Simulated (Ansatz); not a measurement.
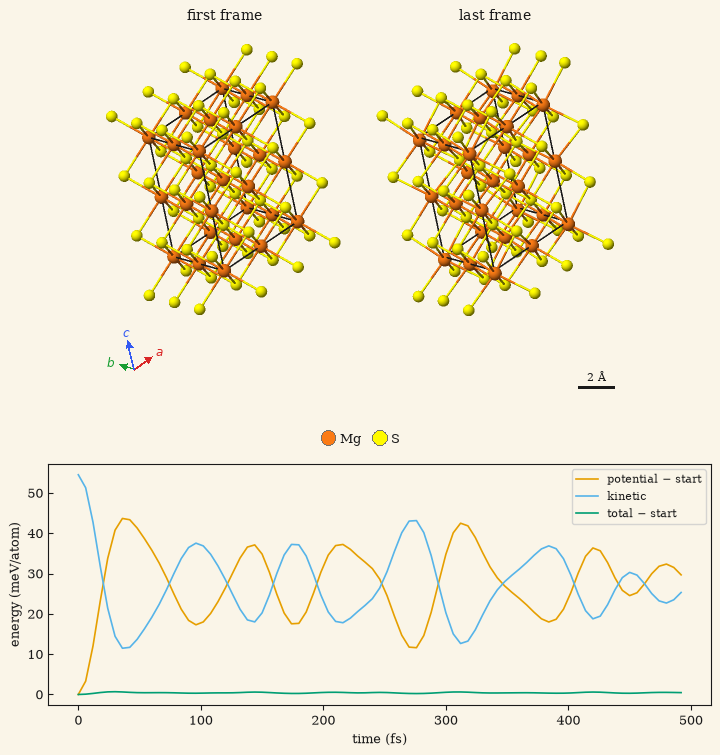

Molecular dynamics of a 16-atom cell of MgS (set up in Fm-3m), 492 fs long. Style: ball-and-stick. Shown: the reduced simulation cell, slightly off an axis. Bonds to atoms that aren't drawn are left out. Lengths and directions refer to the drawn axes.

Level of theory: Ansatz 0.2.0, DFT PBE, scalar-relativistic, plane waves, PAW. Run with plane-wave cutoff 420 eV; k-point mesh 2 × 2 × 2; Fermi-Dirac smearing 0.0388 eV; volume 1.01 times that of the relaxed crystal; constant energy (NVE); velocities drawn for 450 K; time step 6 fs.

Question: Check the integration.

Answer: The total energy stays between 0 and 0.69 meV per atom of its start. A straight-line fit has a slope that amounts to +0.035 meV per atom over 492 fs (0.1 % of the mean kinetic energy), and the ripple about it is 1.3 % of the kinetic energy's fluctuation. With a drift under 2 % and a ripple under 7 %, the integration is accurate. The time step of 6 fs is long for the fastest vibrations here (lightest element magnesium). The mean temperature in the second half is 229 K (standard deviation 63 K). The first frame carries almost no forces, so kinetic energy first flows into potential energy: the temperature drops from 450 to 95 K within 36 fs, and without a thermostat its mean stays below the start. The potential energy in the second half lies on average 27.2 meV per atom above the first frame. The mean pressure there is 1.1 GPa.

Cost: 96 s on 4 threads of Intel(R) Xeon(R) 6975P-C (Granite Rapids), with other jobs on the host, peak memory 0.76 GiB.
